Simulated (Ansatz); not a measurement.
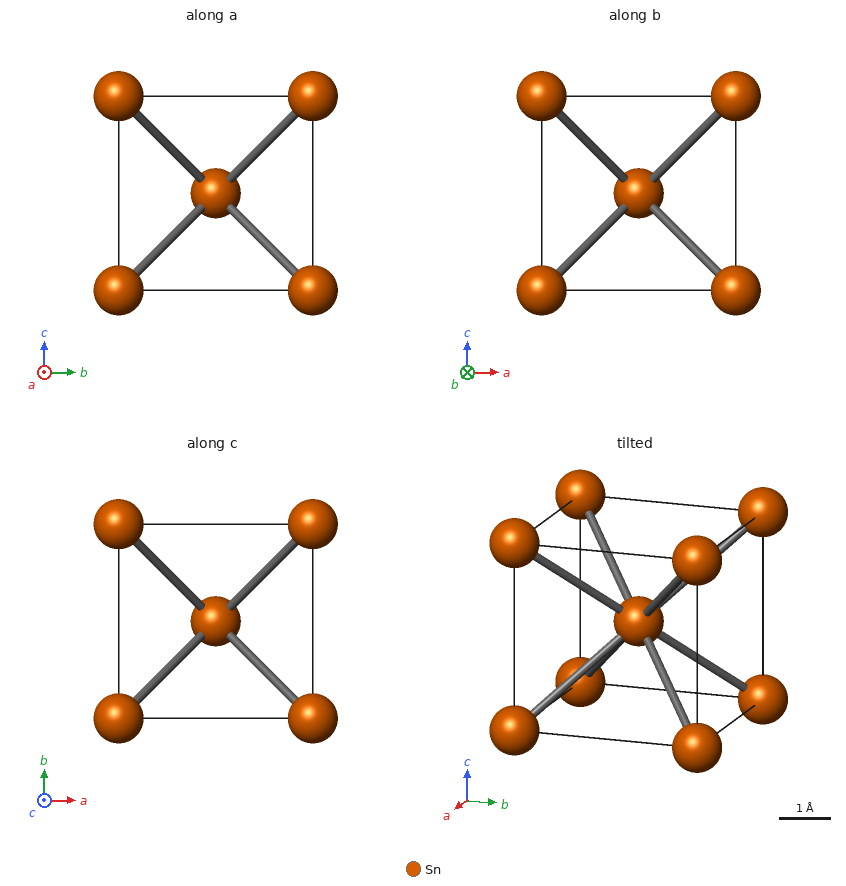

The image is a ball-and-stick drawing of a crystal, viewed along the a axis, along the b axis, along the c axis and slightly off an axis. Lines trace the edges of the conventional unit cell.

Lattice parameters: a = 3.8327 Å, b = 3.8327 Å, c = 3.8327 Å, α = 90.000°, β = 90.000°, γ = 90.000°.

Question: Turn the picture into a CIF with its space group and independent sites.

Answer:
```cif
data_structure
_symmetry_space_group_name_H-M 'I m -3 m'
_symmetry_Int_Tables_number 229
_cell_length_a 3.8327
_cell_length_b 3.8327
_cell_length_c 3.8327
_cell_angle_alpha 90.000
_cell_angle_beta 90.000
_cell_angle_gamma 90.000
_cell_volume 56.30
loop_
_atom_site_label
_atom_site_type_symbol
_atom_site_symmetry_multiplicity
_atom_site_Wyckoff_symbol
_atom_site_fract_x
_atom_site_fract_y
_atom_site_fract_z
_atom_site_occupancy
Sn1 Sn 2 a 0.0000 0.0000 0.0000 1
```

Starting structure: a structure type filled with this element by a generator (whether the element takes this form wasn't checked). Earlier steps of the study may have refined or changed the cell and positions. It went into a calculation with Ansatz.
